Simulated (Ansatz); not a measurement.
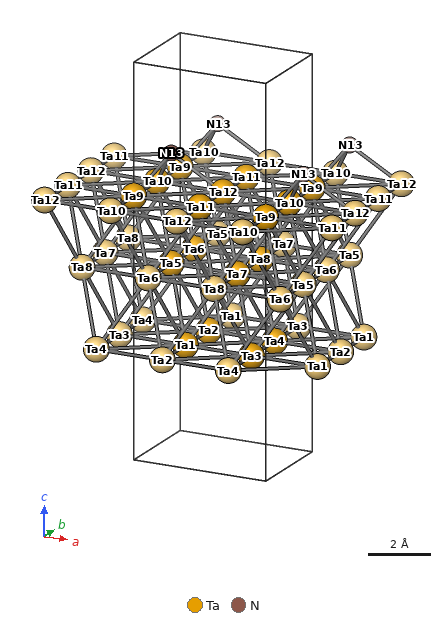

The input geometry (ball-and-stick view of the cell of the calculation, with the vacuum cut short, seen slightly off an axis; neighbours outside the cell are drawn fainter; atoms are numbered from 1 in the order of the input). An atom can appear more than once, as a periodic image.

**Geometry relaxation of Ta12N (part 1 of 2)**

The run: geometry relaxation of Ta12N (slab, 13 atoms in the cell). Method and program: DFT PBE, scalar-relativistic, plane waves, PAW, PAW set soft_1, no spin polarisation (Ansatz 0.2.0).

The structure derives from an entry of the Crystallography Open Database. The input holds or restrains some coordinates. Forces given for the steps count only the free coordinates. Figures and captions count atoms from 1; the log counts them from 0 in places.

**Output**
```
Engine: ansatz 0.2.0, aarch64-unknown-linux-gnu
Pseudopotentials: kind: paw
Pseudopotential: Ta, paw, valence charge 13, recommended cutoff 420 eV (normal), [file]
Pseudopotential: N, paw, valence charge 5, recommended cutoff 420 eV (normal), [file]
Functional definition: PBE
  parameter kappa = 0.804
  parameter beta = 0.06672455060314922
  exchange = pbe_x(kappa = kappa, mu = beta*pi^2/3)
  correlation = pbe_c(beta = beta)
Crystal: 13 atoms, lattice volume = 627.308 Å³
Basis set: ecut = 420 eV, 12187 PW (Γ), exchange–correlation on 80×80×288 points (8 copies of the dense FFT grid, shifted against one another)
Bands: 97, of which v1, the nominal top of the filled ones, is band 81 counted from 1 (80 counted from 0)
Symmetry: 6 space group operations
Space group: P3m1 (ITA 156), of the structure as read, at distance tolerance 8.6e-5 Å
k-points: 7 of 36 (time reversal used)
Non-local potential: Ta, projectors of the file, l = 0: 3, l = 1: 2, l = 2: 2, l = 3: 1
Non-local potential: N, projectors of the file, l = 0: 2, l = 1: 2, l = 2: 1
PAW form: soft (Blöchl's): semilocal exchange-correlation on the pseudo side does not see the compensation charge
PAW one-centre angular grid: Ta, 590 points (default); XC on 64 Gauss nodes
PAW one-centre angular grid: N, 110 points (default); XC on 64 Gauss nodes
Initial density: superposition of atomic densities (neutral atoms: chi_scale 0, normalization atom)
Initial wavefunctions: pseudopotential atomic-orbital guess
Functional: x = pbe(κ = 0.804, μ = 0.2195149727645171), c = pbe(β = 0.06672455060314922)
SCF iter   1: F=—  HF=-119581.444473 eV  |F-HF|=—  |Δ(HF+E_count)|=         —  Δρ=4.89e-2  dr2=7.79e1  ethr=3.10e-3  p=0.000 e·Å  D=3.57e-7 V/Å  ΔV_dip=-0.00 eV  dr2_dipole=7.76e0  V_vac-E_F(+/−)=7.01/7.01 eV  ⟨swp⟩=9.1  Hψ=3313  notcnv=0
efield: sawtooth ramp at fractional position 0.8249 (placed from the atoms, in the widest stretch of the axis that holds none; the zero of the levels goes with the place), width 0.0400; the density the first Hamiltonian is built on has a dipole p = 0.000 e·Å; the dipole correction subtracts the counter field D = 3.57e-7 V/Å, which shifts the + side's vacuum level by -0.00 eV against the − side's; the planar-averaged density in the ramp window peaks in size at 4.8e-6 e/Å³
preconditioner: auto → LDOS  [metal: Δε(μ)=0.061 eV  Ē_g=4.276 eV  σ=0.100 eV  W_gap=0.33  n_scr=98 (ndim 8)  ℏωp=12.0 eV  f_vac=0.534  D(μ)=11.69/eV (n_scr^D=64)  β→1.0]
SCF iter   2: F=—  HF=-119579.875648 eV  |F-HF|=—  |Δ(HF+E_count)|=    1.57e0  Δρ=5.68e-2  dr2=8.17e1  ethr=3.10e-3  p=-0.241 e·Å  D=-6.95e-2 V/Å  ΔV_dip=1.41 eV  dr2_dipole=1.61e1  V_vac-E_F(+/−)=4.04/2.63 eV  ⟨swp⟩=5.0  Hψ=1799  notcnv=0  defer=32
SCF iter   3: F=—  HF=-119573.109245 eV  |F-HF|=—  |Δ(HF+E_count)|=    6.77e0  Δρ=7.62e-3  dr2=7.25e-1  ethr=3.10e-3  p=-0.050 e·Å  D=-1.44e-2 V/Å  ΔV_dip=0.29 eV  dr2_dipole=9.51e-2  V_vac-E_F(+/−)=5.35/5.05 eV  ⟨swp⟩=3.7  Hψ=1582  notcnv=0  defer=40
SCF iter   4: F=—  HF=-119573.117899 eV  |F-HF|=—  |Δ(HF+E_count)|=   8.65e-3  Δρ=2.62e-3  dr2=8.52e-2  ethr=4.50e-4  p=-0.045 e·Å  D=-1.31e-2 V/Å  ΔV_dip=0.27 eV  dr2_dipole=1.12e-2  V_vac-E_F(+/−)=5.08/4.81 eV  ⟨swp⟩=2.0  Hψ=982  notcnv=0  defer=40
SCF iter   5: F=—  HF=-119573.120925 eV  |F-HF|=—  |Δ(HF+E_count)|=   3.03e-3  Δρ=9.84e-4  dr2=1.23e-2  ethr=5.29e-5  p=-0.054 e·Å  D=-1.54e-2 V/Å  ΔV_dip=0.31 eV  dr2_dipole=7.57e-4  V_vac-E_F(+/−)=5.01/4.70 eV  ⟨swp⟩=2.0  Hψ=877  notcnv=0  defer=40
SCF iter   6: F=—  HF=-119573.121746 eV  |F-HF|=—  |Δ(HF+E_count)|=   8.21e-4  Δρ=4.03e-4  dr2=1.61e-3  ethr=7.61e-6  p=-0.052 e·Å  D=-1.51e-2 V/Å  ΔV_dip=0.31 eV  dr2_dipole=3.68e-4  V_vac-E_F(+/−)=4.98/4.67 eV  ⟨swp⟩=3.1  Hψ=1328  notcnv=0  defer=40
SCF iter   7: F=—  HF=-119573.121864 eV  |F-HF|=—  |Δ(HF+E_count)|=   1.18e-4  Δρ=1.72e-4  dr2=2.27e-4  ethr=9.99e-7  p=-0.056 e·Å  D=-1.62e-2 V/Å  ΔV_dip=0.33 eV  dr2_dipole=1.43e-5  V_vac-E_F(+/−)=4.98/4.65 eV  ⟨swp⟩=2.0  Hψ=903  notcnv=0  defer=40
SCF iter   8: F=—  HF=-119573.121885 eV  |F-HF|=—  |Δ(HF+E_count)|=   2.10e-5  Δρ=6.61e-5  dr2=5.70e-5  ethr=1.41e-7  p=-0.058 e·Å  D=-1.66e-2 V/Å  ΔV_dip=0.34 eV  dr2_dipole=1.17e-6  V_vac-E_F(+/−)=4.98/4.64 eV  ⟨swp⟩=2.0  Hψ=877  notcnv=0  defer=40
SCF iter   9: F=-119573.121885 eV  HF=-119573.121890 eV  |F-HF|=5.00e-6  |Δ(HF+E_count)|=   4.81e-6  Δρ=2.77e-5  dr2=9.45e-6  ethr=9.70e-9  p=-0.059 e·Å  D=-1.70e-2 V/Å  ΔV_dip=0.35 eV  dr2_dipole=5.57e-8  V_vac-E_F(+/−)=4.98/4.63 eV  ⟨swp⟩=17.6  Hψ=3557  notcnv=0
SCF 1 converged in 9 iterations: F = -119573.121885 eV  dr2 = 9.45e-6
  greatest PAW one-centre occupation: 0.999 electrons in one spin orbital (limit 2), on the Ta atom at site 7 (counted from 0), in its partial waves of l = 0
relax step   1: F+E_penalty+E_count = -119573.12188471 eV  Δ(F+E_penalty+E_count) = +0.000e0 eV  max|allowed force component| = 2.402e0 eV/Å  Δτ_max = 0.0000 Å  (9 SCF iters, dr2 threshold 1.56e-5 eV, accepted)
Initial density: handed on by an earlier stage of this run
Initial wavefunctions: those handed on with the density
iter 1 solved again at ethr=1.00e-4 eV; its pass at ethr=3.10e-3 eV (dr2=1.61e-1 eV) is discarded
SCF iter   1: F=—  HF=-119573.380509 eV  |F-HF|=—  |Δ(HF+E_count)|=         —  Δρ=4.19e-3  dr2=1.85e-1  ethr=1.00e-4  p=-0.059 e·Å  D=-1.70e-2 V/Å  ΔV_dip=0.35 eV  dr2_dipole=1.14e-2  V_vac-E_F(+/−)=4.99/4.64 eV  ⟨swp⟩=2.0  Hψ=2192  notcnv=0  defer=38
efield: sawtooth ramp at fractional position 0.8249 (handed on by an earlier solve), width 0.0400; the density the first Hamiltonian is built on has a dipole p = -0.059 e·Å; the dipole correction subtracts the counter field D = -1.70e-2 V/Å, which shifts the + side's vacuum level by +0.35 eV against the − side's; the planar-averaged density in the ramp window peaks in size at 6.6e-6 e/Å³
preconditioner: auto → LDOS  [metal: Δε(μ)=0.011 eV  Ē_g=3.799 eV  σ=0.100 eV  W_gap=0.06  n_scr=98 (ndim 8)  ℏωp=12.0 eV  f_vac=0.546  D(μ)=17.48/eV (n_scr^D=122)  β→1.0]
SCF iter   2: F=—  HF=-119573.352129 eV  |F-HF|=—  |Δ(HF+E_count)|=   2.84e-2  Δρ=2.87e-3  dr2=6.84e-2  ethr=1.00e-4  p=-0.012 e·Å  D=-3.39e-3 V/Å  ΔV_dip=0.07 eV  dr2_dipole=1.27e-3  V_vac-E_F(+/−)=4.70/4.63 eV  ⟨swp⟩=3.0  Hψ=1023  notcnv=0  defer=38
SCF iter   3: F=—  HF=-119573.336048 eV  |F-HF|=—  |Δ(HF+E_count)|=   1.61e-2  Δρ=5.78e-4  dr2=3.36e-3  ethr=4.25e-5  p=-0.030 e·Å  D=-8.64e-3 V/Å  ΔV_dip=0.18 eV  dr2_dipole=1.30e-7  V_vac-E_F(+/−)=4.80/4.63 eV  ⟨swp⟩=2.3  Hψ=999  notcnv=0  defer=38
SCF iter   4: F=—  HF=-119573.335491 eV  |F-HF|=—  |Δ(HF+E_count)|=   5.58e-4  Δρ=1.62e-4  dr2=2.38e-4  ethr=2.08e-6  p=-0.029 e·Å  D=-8.37e-3 V/Å  ΔV_dip=0.17 eV  dr2_dipole=7.15e-6  V_vac-E_F(+/−)=4.80/4.63 eV  ⟨swp⟩=3.0  Hψ=1273  notcnv=0  defer=38
SCF iter   5: F=-119573.335494 eV  HF=-119573.335500 eV  |F-HF|=6.25e-6  |Δ(HF+E_count)|=   9.69e-6  Δρ=4.33e-5  dr2=2.18e-5  ethr=6.21e-8  p=-0.029 e·Å  D=-8.40e-3 V/Å  ΔV_dip=0.17 eV  dr2_dipole=3.46e-6  V_vac-E_F(+/−)=4.80/4.63 eV  ⟨swp⟩=13.7  Hψ=3200  notcnv=0
SCF 2 converged in 5 iterations: F = -119573.335494 eV  dr2 = 2.18e-5
relax step   2: F+E_penalty+E_count = -119573.33549406 eV  Δ(F+E_penalty+E_count) = -2.136e-1 eV  max|allowed force component| = 3.133e-1 eV/Å  Δτ_max = 0.1541 Å  (5 SCF iters, dr2 threshold 1.00e-4 eV, accepted)
SCF iter   1: F=—  HF=-119573.339318 eV  |F-HF|=—  |Δ(HF+E_count)|=         —  Δρ=5.99e-4  dr2=3.29e-3  ethr=2.17e-5  p=-0.029 e·Å  D=-8.40e-3 V/Å  ΔV_dip=0.17 eV  dr2_dipole=1.37e-4  V_vac-E_F(+/−)=4.80/4.63 eV  ⟨swp⟩=2.1  Hψ=1120  notcnv=0  defer=15
efield: sawtooth ramp at fractional position 0.8249 (handed on by an earlier solve), width 0.0400; the density the first Hamiltonian is built on has a dipole p = -0.029 e·Å; the dipole correction subtracts the counter field D = -8.40e-3 V/Å, which shifts the + side's vacuum level by +0.17 eV against the − side's; the planar-averaged density in the ramp window peaks in size at 6.7e-6 e/Å³
preconditioner: auto → LDOS  [metal: Δε(μ)=0.011 eV  Ē_g=3.795 eV  σ=0.100 eV  W_gap=0.06  n_scr=98 (ndim 8)  ℏωp=12.0 eV  f_vac=0.546  D(μ)=17.49/eV (n_scr^D=122)  β→1.0]
SCF iter   2: F=—  HF=-119573.339181 eV  |F-HF|=—  |Δ(HF+E_count)|=   1.37e-4  Δρ=3.71e-4  dr2=1.05e-3  ethr=2.04e-6  p=-0.024 e·Å  D=-6.82e-3 V/Å  ΔV_dip=0.14 eV  dr2_dipole=6.13e-5  V_vac-E_F(+/−)=4.76/4.63 eV  ⟨swp⟩=3.0  Hψ=1135  notcnv=0  defer=17
SCF iter   3: F=—  HF=-119573.338897 eV  |F-HF|=—  |Δ(HF+E_count)|=   2.85e-4  Δρ=5.39e-5  dr2=3.23e-5  ethr=6.52e-7  p=-0.026 e·Å  D=-7.53e-3 V/Å  ΔV_dip=0.15 eV  dr2_dipole=4.29e-7  V_vac-E_F(+/−)=4.78/4.63 eV  ⟨swp⟩=2.9  Hψ=956  notcnv=0  defer=17
SCF iter   4: F=—  HF=-119573.338896 eV  |F-HF|=—  |Δ(HF+E_count)|=   9.86e-7  Δρ=2.01e-5  dr2=6.85e-6  ethr=3.81e-9  p=-0.026 e·Å  D=-7.47e-3 V/Å  ΔV_dip=0.15 eV  dr2_dipole=6.75e-7  V_vac-E_F(+/−)=4.78/4.63 eV  ⟨swp⟩=13.7  Hψ=3509  notcnv=0
SCF iter   5: F=-119573.338896 eV  HF=-119573.338896 eV  |F-HF|=8.16e-8  |Δ(HF+E_count)|=   8.41e-7  Δρ=6.46e-6  dr2=5.85e-7  ethr=3.81e-9  p=-0.026 e·Å  D=-7.49e-3 V/Å  ΔV_dip=0.15 eV  dr2_dipole=1.18e-7  V_vac-E_F(+/−)=4.78/4.63 eV  ⟨swp⟩=5.3  Hψ=2212  notcnv=0
SCF 3 converged in 5 iterations: F = -119573.338896 eV  dr2 = 5.85e-7
relax step   3: F+E_penalty+E_count = -119573.33889631 eV  Δ(F+E_penalty+E_count) = -3.402e-3 eV  max|allowed force component| = 6.118e-3 eV/Å  Δτ_max = 0.0211 Å  (5 SCF iters, dr2 threshold 6.14e-6 eV, accepted)
iter 1 solved again at ethr=3.61e-10 eV; its pass at ethr=3.10e-3 eV (dr2=5.81e-7 eV) is discarded
SCF iter   1: F=—  HF=-119573.338894 eV  |F-HF|=—  |Δ(HF+E_count)|=         —  Δρ=6.47e-6  dr2=5.79e-7  ethr=3.61e-10  p=-0.026 e·Å  D=-7.49e-3 V/Å  ΔV_dip=0.15 eV  dr2_dipole=1.17e-7  V_vac-E_F(+/−)=4.78/4.63 eV  ⟨swp⟩=1.0  Hψ=1624  notcnv=0
efield: sawtooth ramp at fractional position 0.8249 (handed on by an earlier solve), width 0.0400; the density the first Hamiltonian is built on has a dipole p = -0.026 e·Å; the dipole correction subtracts the counter field D = -7.49e-3 V/Å, which shifts the + side's vacuum level by +0.15 eV against the − side's; the planar-averaged density in the ramp window peaks in size at 6.7e-6 e/Å³
preconditioner: auto → LDOS  [metal: Δε(μ)=0.011 eV  Ē_g=3.794 eV  σ=0.100 eV  W_gap=0.06  n_scr=98 (ndim 8)  ℏωp=12.0 eV  f_vac=0.546  D(μ)=17.52/eV (n_scr^D=122)  β→1.0]
SCF iter   2: F=—  HF=-119573.338897 eV  |F-HF|=—  |Δ(HF+E_count)|=   2.91e-6  Δρ=3.50e-6  dr2=1.66e-7  ethr=3.59e-10  p=-0.026 e·Å  D=-7.51e-3 V/Å  ΔV_dip=0.15 eV  dr2_dipole=1.29e-8  V_vac-E_F(+/−)=4.78/4.63 eV  ⟨swp⟩=2.0  Hψ=1125  notcnv=0
SCF iter   3: F=-119573.338897 eV  HF=-119573.338897 eV  |F-HF|=2.71e-9  |Δ(HF+E_count)|=   2.96e-8  Δρ=1.46e-6  dr2=3.32e-8  ethr=6.21e-11  p=-0.026 e·Å  D=-7.51e-3 V/Å  ΔV_dip=0.15 eV  dr2_dipole=3.42e-9  V_vac-E_F(+/−)=4.78/4.63 eV  ⟨swp⟩=5.3  Hψ=2531  notcnv=0
SCF 4 converged in 3 iterations: F = -119573.338897 eV  dr2 = 3.32e-8
  greatest PAW one-centre occupation: 0.999 electrons in one spin orbital (limit 2), on the Ta atom at site 6 (counted from 0), in its partial waves of l = 0
relax step   4: F+E_penalty+E_count = -119573.33889673 eV  Δ(F+E_penalty+E_count) = -4.175e-7 eV  max|allowed force component| = 6.271e-3 eV/Å  Δτ_max = 0.0000 Å  (3 SCF iters, accepted)
```

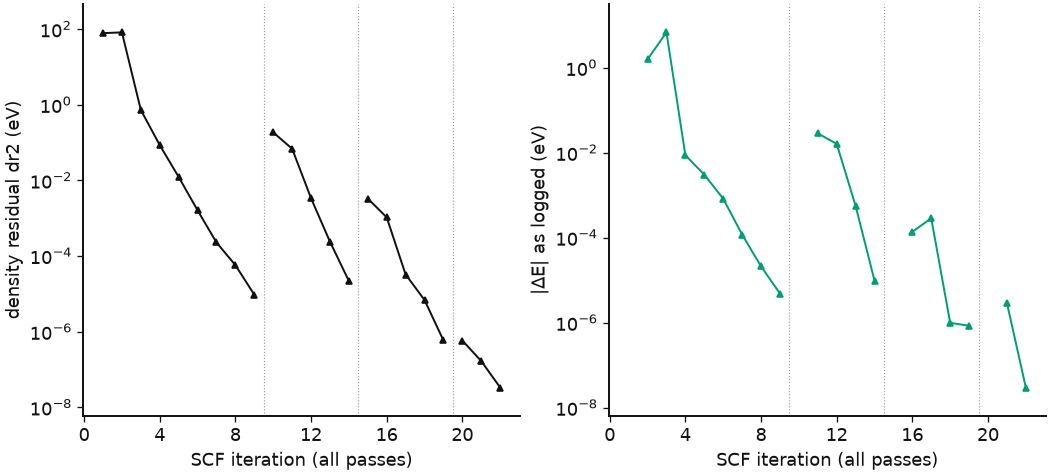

Convergence of the self-consistent field: density residual dr2 and size of the energy change against the SCF iteration. The dotted lines part the SCF passes of the relaxation: geometry steps, rejected trials and re-solves on a re-selected basis. The passes take 9, 5, 5 and 3 iterations.

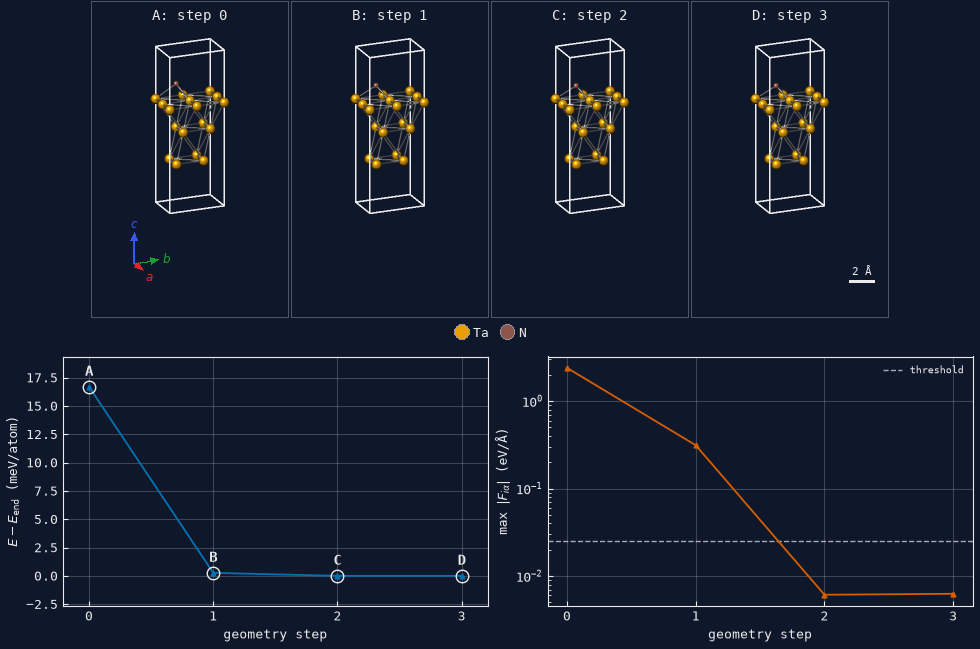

Frames of the restrained relaxation (ball-and-stick view of the cell of the calculation, with the vacuum cut short, seen slightly off an axis) above the curves, on which the letters mark them (the first geometry is step 0 here and step 1 in the log).

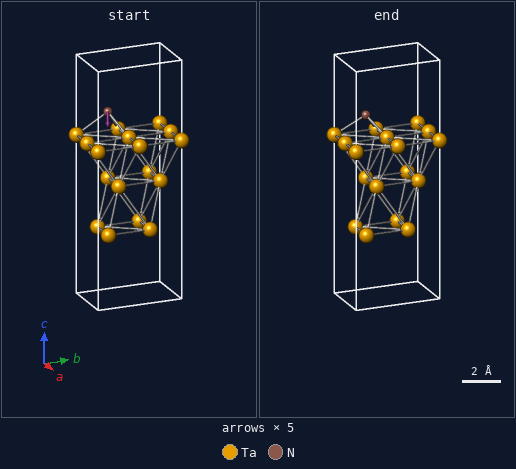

Before (left) and after (right) the restrained relaxation, at one scale (ball-and-stick view of the cell of the calculation, with the vacuum cut short, seen slightly off an axis). The pink arrows give the displacements, magnified 5 times. The atom that moves furthest is N13 (0.18 Å). Ta stays in place. The lattice vectors keep their values. Among the contacts that change: Ta10–N13 2.101 → 2.006 Å. Among the angles that change: Ta9–N13–Ta10 90.6° → 96.2°. Over 3 geometry steps the energy falls by 16.7 meV per atom. Largest force component: 2.4 eV/Å at the start, 0.0063 eV/Å at the end. (Atoms are counted from 1 in the order of the input.)

```
SCF converged after 3 iterations
Free energy (F): -119573.338897 eV
Harris-Foulkes:  -119573.338897 eV  (|F-HF|=2.71e-9)
Internal energy: -119573.251308 eV  (E = F + TS)
E sigma→0 (E₀):  -119573.295102 eV
Entropy (-TS):   -0.087589 eV (-6.738 meV/atom)
Fermi energy:    3.749850 eV
Dipole field:    D = -0.007553 V/Å  (p = -0.026185 e·Å, saw-weighted, corrected)
Work function:   Φ+ = 4.7782 eV   Φ− = 4.6248 eV
Levels:          The Fermi level and band energies are counted from a zero that moves with the ramp; work functions are not
--- Per-component energies (eV) ---
  E_band       = -3659.101140
  E_kinetic    = 4817.189452
  E_local      = -114805.813797  (includes V_loc(G=0)·N_el)
  E_nonlocal   = -96.155898
  E_hartree    = 55267.975328
  E_xc         = -3896.774235
  E_vxc        = -2855.073423  (∫ρ·V_xc dr)
  E_paw        = -99781.672764  (= ΣΔE_a)
  E_vpaw       = -1254.625064  (= ΣTr[D̂ρ^β])
  E_aug_tail   = 0.001983  (compensation charges beyond the density's cutoff)
  E_efield     = 0.000099  (sawtooth field / dipole correction)
  E_vefield    = -0.600072  (∫n·V_field dr)
  E_ewald      = 38921.998525
  E_smearing   = -0.087589  (= −TS)
  E_closure    = 0.000000  (closes the sum)
  Σ components = -119573.338897   (vs F -119573.338897, Δ=0.00e0)
```
